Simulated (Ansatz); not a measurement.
**Geometry relaxation of TiS$_{2}$ (part 1 of 2)**

The run: geometry relaxation of TiS$_{2}$ (3 atoms in the cell). Method and program: DFT PBE+D3(BJ), scalar-relativistic, plane waves, PAW, no spin polarisation (Ansatz 0.2.0).

The structure derives from an entry of the Crystallography Open Database. Figures and captions count atoms from 1; the log counts them from 0 in places.

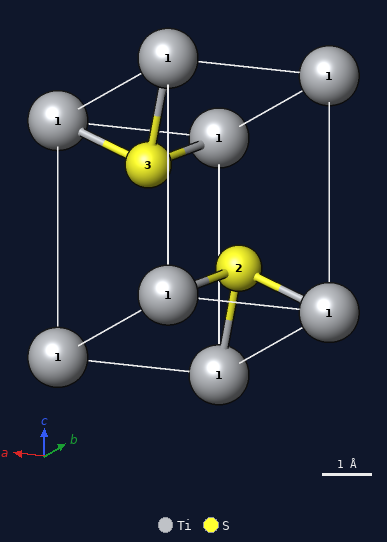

**Figure 1.** The structure as given in the input (ball-and-stick view of the cell of the calculation, seen at an oblique angle; atoms are numbered from 1 in the order of the input). Near neighbours in the crystal (not all of them lie inside the picture): Ti has 6 S at 2.43 Å; S has 3 Ti at 2.43 Å.

Summary

```csv
quantity,value
outcome,converged
space group (tolerance 0.01 Å),P-3m1 (164)
electrons treated,24
free energy,−4308.8437 eV
Fermi energy,8.665 eV
gap on the k-point mesh,none (metallic)
pressure,0.01 GPa
final volume,53.99 Å³
largest force (length of the vector) at the end,under 0.001 eV/Å
final cell,"a = 3.361 Å, b = 3.361 Å, c = 5.520 Å, α = 90.00°, β = 90.00°, γ = 120.00°"
hardware,"1 thread of Intel Xeon @ 2.70GHz, 189 GiB of memory available, shared host"
wall time,64 s
peak memory,0.49 GiB
```

Input
```yaml
crystal:
  lattice:
    - [3.412, 0.0, 0.0]
    - [-1.706, 2.9548786777, 0.0]
    - [0.0, 0.0, 5.695]
  atoms:
    - { symbol: Ti, position: [0.0, 0.0, 0.0] }
    - { symbol: S, position: [0.3333333333, 0.6666666667, 0.25] }
    - { symbol: S, position: [0.6666666667, 0.3333333333, 0.75] }
basis:
  ecutwfc: 420
kpoints:
  mp_grid: { grid: [15, 15, 8] }
hamiltonian:
  xc: pbe
  dispersion: d3bj
scf:
  occupations: { method: gaussian, width: 0.1 }
output:
  forces: true
  stress: true
  eigenvalues: true
  write_density: true
  write_potential: true
  elf: true
  volumetric_format: npy
relax:
  adjacent_minimum: "off"
  f_tol: 0.005
  max_steps: 80
  cell: { stress_tol: 0.05 }
```

Launch command:
```bash
ansatz run input.yaml --threads 1 --pin off --max-ram 2560MiB --backend cpu --events-out ev --progress --plain --runs-dir out
```

What the program printed
```
Engine: ansatz 0.2.0, x86_64-unknown-linux-gnu
Pseudopotentials: kind: paw
Pseudopotential: Ti, paw, valence charge 12, recommended cutoff 420 eV (normal), Ti.paw.azcp
Pseudopotential: S, paw, valence charge 6, recommended cutoff 420 eV (normal), S.paw.azcp
Functional definition: PBE
  parameter kappa = 0.804
  parameter beta = 0.06672455060314922
  exchange = pbe_x(kappa = kappa, mu = beta*pi^2/3)
  correlation = pbe_c(beta = beta)
Crystal: 3 atoms, lattice volume = 57.417 Å³
Basis set: ecut = 420 eV, 1123 PW (Γ), exchange–correlation on 48×48×80 points (8 copies of the dense FFT grid, shifted against one another)
Bands: 16, of which v1, the nominal top of the filled ones, is band 12 counted from 1 (11 counted from 0)
Symmetry: 12 space group operations
Space group: P-3m1 (ITA 164), of the structure as read, at distance tolerance 3.9e-5 Å
k-points: 192 of 1800
Non-local potential: Ti, projectors of the file, l = 0: 3, l = 1: 2, l = 2: 3, l = 3: 1
Non-local potential: S, projectors of the file, l = 0: 2, l = 1: 2, l = 2: 2
PAW form: soft (Blöchl's): semilocal exchange-correlation on the pseudo side does not see the compensation charge
PAW one-centre angular grid: Ti, 590 points (default); XC on 64 Gauss nodes
PAW one-centre angular grid: S, 110 points (default); XC on 64 Gauss nodes
Initial density: superposition of atomic densities (neutral atoms: chi_scale 0, normalization atom), corrected by the library's trained network
Initial wavefunctions: pseudopotential atomic-orbital guess
Functional: x = pbe(κ = 0.804, μ = 0.2195149727645171), c = pbe(β = 0.06672455060314922)
SCF iter   1: F=—  HF=-4308.820022 eV  |F-HF|=—  |Δ(HF+E_count)|=         —  Δρ=3.75e-3  dr2=1.42e-2  ethr=1.77e-3  ⟨swp⟩=5.0  Hψ=16498  notcnv=0
preconditioner: auto → Kerker (q_TF=auto, 2.359 Å⁻¹)  [metal: Δε(μ)=0.029 eV  Ē_g=7.005 eV  σ=0.100 eV  W_gap=0.16  n_scr=10 (ndim 8)  ℏωp=19.6 eV  f_vac=0.009  D(μ)=0.29/eV (n_scr^D=0)]
SCF iter   2: F=—  HF=-4308.818571 eV  |F-HF|=—  |Δ(HF+E_count)|=   1.45e-3  Δρ=1.82e-3  dr2=3.53e-3  ethr=5.93e-5  ⟨swp⟩=1.0  Hψ=4608  notcnv=0
SCF iter   3: F=—  HF=-4308.818446 eV  |F-HF|=—  |Δ(HF+E_count)|=   1.24e-4  Δρ=2.14e-4  dr2=7.12e-5  ethr=1.47e-5  ⟨swp⟩=2.0  Hψ=3422  notcnv=0
SCF iter   4: F=—  HF=-4308.818472 eV  |F-HF|=—  |Δ(HF+E_count)|=   2.60e-5  Δρ=6.75e-5  dr2=4.18e-6  ethr=2.97e-7  ⟨swp⟩=2.3  Hψ=4238  notcnv=0
SCF iter   5: F=—  HF=-4308.818473 eV  |F-HF|=—  |Δ(HF+E_count)|=   6.87e-7  Δρ=1.94e-5  dr2=6.30e-7  ethr=1.74e-8  ⟨swp⟩=2.0  Hψ=4147  notcnv=0
SCF iter   6: F=-4308.818473 eV  HF=-4308.818473 eV  |F-HF|=5.28e-9  |Δ(HF+E_count)|=   1.98e-7  Δρ=5.39e-6  dr2=3.71e-8  ethr=4.17e-10  ⟨swp⟩=8.2  Hψ=18690  notcnv=0
SCF 1 converged in 6 iterations: F = -4308.818473 eV  dr2 = 3.71e-8
  greatest PAW one-centre occupation: 0.999 electrons in one spin orbital (limit 2), on the Ti atom at site 0 (counted from 0), in its partial waves of l = 0
relax step   1: F+E_penalty+E_count = -4308.81847336 eV  Δ(F+E_penalty+E_count) = +0.000e0 eV  max|allowed force component| = 1.303e-1 eV/Å  Δτ_max = 0.0000 Å  P = -2.911 GPa  Ω = 57.417 Å³  (6 SCF iters, dr2 threshold 1.00e-7 eV, accepted)
Crystal: 3 atoms, lattice volume = 53.116 Å³
Basis set: ecut = 420 eV, 1051 PW (Γ), exchange–correlation on 48×48×80 points (8 copies of the dense FFT grid, shifted against one another)
Initial density: handed on by an earlier stage of this run
Initial wavefunctions: those handed on with the density
iter 1 solved again at ethr=1.19e-3 eV; its pass at ethr=3.10e-3 eV (dr2=2.85e-1 eV) is discarded
SCF iter   1: F=—  HF=-4308.874374 eV  |F-HF|=—  |Δ(HF+E_count)|=         —  Δρ=1.31e-2  dr2=2.85e-1  ethr=1.19e-3  ⟨swp⟩=1.0  Hψ=22986  notcnv=0
preconditioner: auto → Kerker (q_TF=auto, 2.390 Å⁻¹)  [metal: Δε(μ)=0.031 eV  Ē_g=7.085 eV  σ=0.100 eV  W_gap=0.17  n_scr=10 (ndim 8)  ℏωp=20.4 eV  f_vac=0.000  D(μ)=0.58/eV (n_scr^D=2)]
SCF iter   2: F=—  HF=-4308.849143 eV  |F-HF|=—  |Δ(HF+E_count)|=   2.52e-2  Δρ=6.64e-3  dr2=9.00e-2  ethr=1.19e-3  ⟨swp⟩=2.0  Hψ=3810  notcnv=0
SCF iter   3: F=—  HF=-4308.836291 eV  |F-HF|=—  |Δ(HF+E_count)|=   1.29e-2  Δρ=1.22e-3  dr2=2.74e-3  ethr=3.75e-4  ⟨swp⟩=2.2  Hψ=3615  notcnv=0
SCF iter   4: F=—  HF=-4308.836046 eV  |F-HF|=—  |Δ(HF+E_count)|=   2.45e-4  Δρ=5.20e-4  dr2=1.91e-4  ethr=1.14e-5  ⟨swp⟩=2.0  Hψ=4148  notcnv=0
SCF iter   5: F=—  HF=-4308.835963 eV  |F-HF|=—  |Δ(HF+E_count)|=   8.31e-5  Δρ=1.03e-4  dr2=7.51e-6  ethr=7.95e-7  ⟨swp⟩=2.0  Hψ=4288  notcnv=0
SCF iter   6: F=—  HF=-4308.835973 eV  |F-HF|=—  |Δ(HF+E_count)|=   1.02e-5  Δρ=2.95e-5  dr2=6.00e-7  ethr=3.13e-8  ⟨swp⟩=2.0  Hψ=4527  notcnv=0
SCF iter   7: F=-4308.835974 eV  HF=-4308.835974 eV  |F-HF|=3.24e-8  |Δ(HF+E_count)|=   9.14e-7  Δρ=8.25e-6  dr2=4.96e-8  ethr=1.25e-9  ⟨swp⟩=10.0  Hψ=21751  notcnv=0
SCF 2 converged in 7 iterations: F = -4308.835974 eV  dr2 = 4.96e-8
relax step   2: F+E_penalty+E_count = -4308.83597370 eV  Δ(F+E_penalty+E_count) = -1.750e-2 eV  max|allowed force component| = 2.375e-1 eV/Å  Δτ_max = 0.0777 Å  P = -0.126 GPa  Ω = 53.116 Å³  energy of the carried Pulay correction = +2.477e-4 eV  (7 SCF iters, dr2 threshold 3.00e-7 eV, accepted)
Crystal: 3 atoms, lattice volume = 54.265 Å³
Basis set: ecut = 420 eV, 1099 PW (Γ), exchange–correlation on 48×48×80 points (8 copies of the dense FFT grid, shifted against one another)
iter 1 solved again at ethr=9.74e-5 eV; its pass at ethr=3.10e-3 eV (dr2=2.34e-2 eV) is discarded
SCF iter   1: F=—  HF=-4308.846491 eV  |F-HF|=—  |Δ(HF+E_count)|=         —  Δρ=3.76e-3  dr2=2.22e-2  ethr=9.74e-5  ⟨swp⟩=1.0  Hψ=20398  notcnv=0
preconditioner: auto → Kerker (q_TF=auto, 2.381 Å⁻¹)  [metal: Δε(μ)=0.041 eV  Ē_g=7.209 eV  σ=0.100 eV  W_gap=0.22  n_scr=10 (ndim 8)  ℏωp=20.2 eV  f_vac=0.004  D(μ)=0.40/eV (n_scr^D=2)]
SCF iter   2: F=—  HF=-4308.844393 eV  |F-HF|=—  |Δ(HF+E_count)|=   2.10e-3  Δρ=1.92e-3  dr2=6.94e-3  ethr=9.25e-5  ⟨swp⟩=1.0  Hψ=3072  notcnv=0
SCF iter   3: F=—  HF=-4308.843379 eV  |F-HF|=—  |Δ(HF+E_count)|=   1.01e-3  Δρ=4.06e-4  dr2=2.52e-4  ethr=2.89e-5  ⟨swp⟩=2.3  Hψ=3718  notcnv=0
SCF iter   4: F=—  HF=-4308.843289 eV  |F-HF|=—  |Δ(HF+E_count)|=   9.03e-5  Δρ=1.33e-4  dr2=1.64e-5  ethr=1.05e-6  ⟨swp⟩=2.1  Hψ=4210  notcnv=0
SCF iter   5: F=—  HF=-4308.843296 eV  |F-HF|=—  |Δ(HF+E_count)|=   6.86e-6  Δρ=3.33e-5  dr2=8.24e-7  ethr=6.82e-8  ⟨swp⟩=2.0  Hψ=4317  notcnv=0
SCF iter   6: F=-4308.843297 eV  HF=-4308.843297 eV  |F-HF|=1.02e-7  |Δ(HF+E_count)|=   9.44e-7  Δρ=9.44e-6  dr2=7.52e-8  ethr=1.25e-9  ⟨swp⟩=9.6  Hψ=21926  notcnv=0
SCF 3 converged in 6 iterations: F = -4308.843297 eV  dr2 = 7.52e-8
relax step   3: F+E_penalty+E_count = -4308.84329683 eV  Δ(F+E_penalty+E_count) = -7.323e-3 eV  max|allowed force component| = 4.302e-2 eV/Å  Δτ_max = 0.0390 Å  P = +0.157 GPa  Ω = 54.265 Å³  energy of the carried Pulay correction = +1.796e-4 eV  (6 SCF iters, dr2 threshold 3.00e-7 eV, accepted)
Crystal: 3 atoms, lattice volume = 54.038 Å³
iter 1 solved again at ethr=1.09e-6 eV; its pass at ethr=3.10e-3 eV (dr2=2.61e-4 eV) is discarded
SCF iter   1: F=—  HF=-4308.844058 eV  |F-HF|=—  |Δ(HF+E_count)|=         —  Δρ=6.16e-4  dr2=2.21e-4  ethr=1.09e-6  ⟨swp⟩=2.1  Hψ=20502  notcnv=0
preconditioner: auto → Kerker (q_TF=auto, 2.383 Å⁻¹)  [metal: Δε(μ)=0.040 eV  Ē_g=7.170 eV  σ=0.100 eV  W_gap=0.22  n_scr=10 (ndim 8)  ℏωp=20.2 eV  f_vac=0.003  D(μ)=0.41/eV (n_scr^D=2)]
SCF iter   2: F=—  HF=-4308.844026 eV  |F-HF|=—  |Δ(HF+E_count)|=   3.25e-5  Δρ=3.39e-4  dr2=7.45e-5  ethr=9.19e-7  ⟨swp⟩=1.0  Hψ=3072  notcnv=0
SCF iter   3: F=—  HF=-4308.843896 eV  |F-HF|=—  |Δ(HF+E_count)|=   1.30e-4  Δρ=6.57e-5  dr2=5.20e-6  ethr=3.10e-7  ⟨swp⟩=2.5  Hψ=4322  notcnv=0
SCF iter   4: F=—  HF=-4308.843896 eV  |F-HF|=—  |Δ(HF+E_count)|=   8.32e-8  Δρ=2.52e-5  dr2=5.31e-7  ethr=2.17e-8  ⟨swp⟩=2.0  Hψ=4071  notcnv=0
iter 5 did not close the SCF: its close was put off for the readings that it lacked (scf_convergence_deferred on its scf_iter line)
SCF iter   5: F=-4308.843896 eV  HF=-4308.843896 eV  |F-HF|=1.70e-8  |Δ(HF+E_count)|=   1.90e-7  Δρ=5.39e-6  dr2=4.92e-8  ethr=2.21e-9  ⟨swp⟩=2.1  Hψ=4247  notcnv=0
SCF iter   6: F=-4308.843896 eV  HF=-4308.843896 eV  |F-HF|=2.27e-10  |Δ(HF+E_count)|=   9.77e-9  Δρ=1.74e-6  dr2=3.76e-9  ethr=2.05e-10  ⟨swp⟩=5.9  Hψ=17086  notcnv=0
SCF 4 converged in 6 iterations: F = -4308.843896 eV  dr2 = 3.76e-9
relax step   4: F+E_penalty+E_count = -4308.84389638 eV  Δ(F+E_penalty+E_count) = -5.996e-4 eV  max|allowed force component| = 2.682e-3 eV/Å  Δτ_max = 0.0096 Å  P = -0.032 GPa  Ω = 54.038 Å³  energy of the carried Pulay correction = +1.929e-4 eV  (6 SCF iters, dr2 threshold 1.68e-7 eV, accepted)
Crystal: 3 atoms, lattice volume = 53.988 Å³
iter 1 solved again at ethr=7.78e-8 eV; its pass at ethr=3.10e-3 eV (dr2=1.87e-5 eV) is discarded
SCF iter   1: F=—  HF=-4308.844024 eV  |F-HF|=—  |Δ(HF+E_count)|=         —  Δρ=1.15e-4  dr2=1.69e-5  ethr=7.78e-8  ⟨swp⟩=2.0  Hψ=20069  notcnv=0
preconditioner: auto → Kerker (q_TF=auto, 2.383 Å⁻¹)  [metal: Δε(μ)=0.040 eV  Ē_g=7.172 eV  σ=0.100 eV  W_gap=0.22  n_scr=10 (ndim 8)  ℏωp=20.2 eV  f_vac=0.003  D(μ)=0.41/eV (n_scr^D=2)]
SCF iter   2: F=—  HF=-4308.843911 eV  |F-HF|=—  |Δ(HF+E_count)|=   1.13e-4  Δρ=5.85e-5  dr2=5.11e-6  ethr=7.04e-8  ⟨swp⟩=1.0  Hψ=3072  notcnv=0
SCF iter   3: F=—  HF=-4308.843908 eV  |F-HF|=—  |Δ(HF+E_count)|=   3.00e-6  Δρ=1.35e-5  dr2=3.98e-7  ethr=2.13e-8  ⟨swp⟩=2.5  Hψ=4057  notcnv=0
SCF iter   4: F=—  HF=-4308.843908 eV  |F-HF|=—  |Δ(HF+E_count)|=   2.55e-8  Δρ=6.83e-6  dr2=2.55e-8  ethr=1.66e-9  ⟨swp⟩=2.1  Hψ=4211  notcnv=0
iter 5 did not close the SCF: its close was put off for the readings that it lacked (scf_convergence_deferred on its scf_iter line)
SCF iter   5: F=-4308.843908 eV  HF=-4308.843908 eV  |F-HF|=7.73e-10  |Δ(HF+E_count)|=   7.54e-9  Δρ=1.16e-6  dr2=8.86e-10  ethr=1.06e-10  ⟨swp⟩=2.2  Hψ=4588  notcnv=0
SCF iter   6: F=-4308.843908 eV  HF=-4308.843908 eV  |F-HF|=5.73e-11  |Δ(HF+E_count)|=  9.63e-10  Δρ=3.72e-7  dr2=1.66e-10  ethr=3.69e-12  ⟨swp⟩=4.7  Hψ=15590  notcnv=0
SCF 5 converged in 6 iterations: F = -4308.843908 eV  dr2 = 1.66e-10
relax step   5: F+E_penalty+E_count = -4308.84390820 eV  Δ(F+E_penalty+E_count) = -1.182e-5 eV  max|allowed force component| = 2.821e-4 eV/Å  Δτ_max = 0.0010 Å  P = +0.001 GPa  Ω = 53.988 Å³  energy of the carried Pulay correction = +1.959e-4 eV  (6 SCF iters, dr2 threshold 1.28e-8 eV, accepted)
Initial wavefunctions: pseudopotential atomic-orbital guess (no wavefunctions were taken with the density)
iter 1 solved again at ethr=1.68e-7 eV; its pass at ethr=3.10e-3 eV (dr2=4.04e-5 eV) is discarded
SCF iter   1: F=—  HF=-4308.843794 eV  |F-HF|=—  |Δ(HF+E_count)|=         —  Δρ=4.72e-5  dr2=1.56e-7  ethr=1.68e-7  ⟨swp⟩=3.0  Hψ=23733  notcnv=0
preconditioner: auto → Kerker (q_TF=auto, 2.383 Å⁻¹)  [metal: Δε(μ)=0.041 eV  Ē_g=7.173 eV  σ=0.100 eV  W_gap=0.23  n_scr=10 (ndim 8)  ℏωp=20.2 eV  f_vac=0.003  D(μ)=0.41/eV (n_scr^D=2)]
SCF iter   2: F=—  HF=-4308.843681 eV  |F-HF|=—  |Δ(HF+E_count)|=   1.13e-4  Δρ=2.45e-5  dr2=4.07e-8  ethr=6.50e-10  ⟨swp⟩=2.1  Hψ=5220  notcnv=0
SCF iter   3: F=—  HF=-4308.843681 eV  |F-HF|=—  |Δ(HF+E_count)|=   6.64e-8  Δρ=2.96e-6  dr2=1.15e-9  ethr=1.70e-10  ⟨swp⟩=2.9  Hψ=5115  notcnv=0
SCF iter   4: F=—  HF=-4308.843681 eV  |F-HF|=—  |Δ(HF+E_count)|=   1.15e-9  Δρ=6.41e-7  dr2=2.86e-10  ethr=4.81e-12  ⟨swp⟩=2.2  Hψ=4958  notcnv=0
iter 5 did not close the SCF: its close was put off for the readings that it lacked (scf_convergence_deferred on its scf_iter line)
SCF iter   5: F=-4308.843681 eV  HF=-4308.843681 eV  |F-HF|=1.36e-11  |Δ(HF+E_count)|=  1.09e-11  Δρ=1.30e-7  dr2=1.92e-11  ethr=1.19e-12  ⟨swp⟩=1.3  Hψ=3126  notcnv=0
SCF iter   6: F=-4308.843681 eV  HF=-4308.843681 eV  |F-HF|=0.00e0  |Δ(HF+E_count)|=  9.09e-13  Δρ=1.72e-8  dr2=2.18e-13  ethr=1.00e-12  ⟨swp⟩=4.0  Hψ=12298  notcnv=0
SCF 6 converged in 6 iterations: F = -4308.843681 eV  dr2 = 2.18e-13
relax step   6: F+E_penalty+E_count = -4308.84368141 eV  Δ(F+E_penalty+E_count) = +2.268e-4 eV  max|allowed force component| = 1.771e-4 eV/Å  Δτ_max = 0.0000 Å  P = +0.006 GPa  Ω = 53.988 Å³  stress off target by 6.79e-3 GPa  SCF on the basis re-selected at this cell (its energy is not comparable with the rows above)  (6 SCF iters)
```

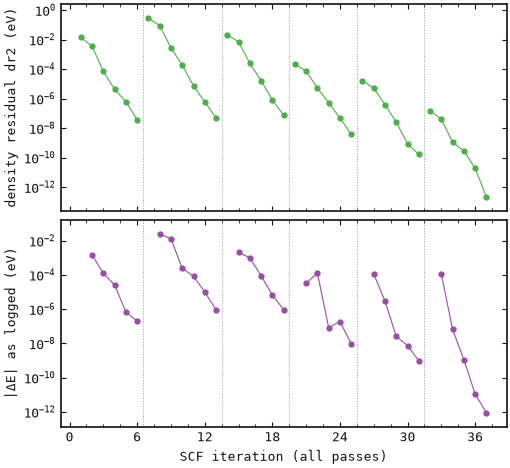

**Figure 2.** Convergence of the self-consistent field: density residual dr2 and size of the energy change against the SCF iteration. The dotted lines part the SCF passes of the relaxation: geometry steps, rejected trials and re-solves on a re-selected basis. The 6 passes take 6 to 7 iterations each, 37 in all.
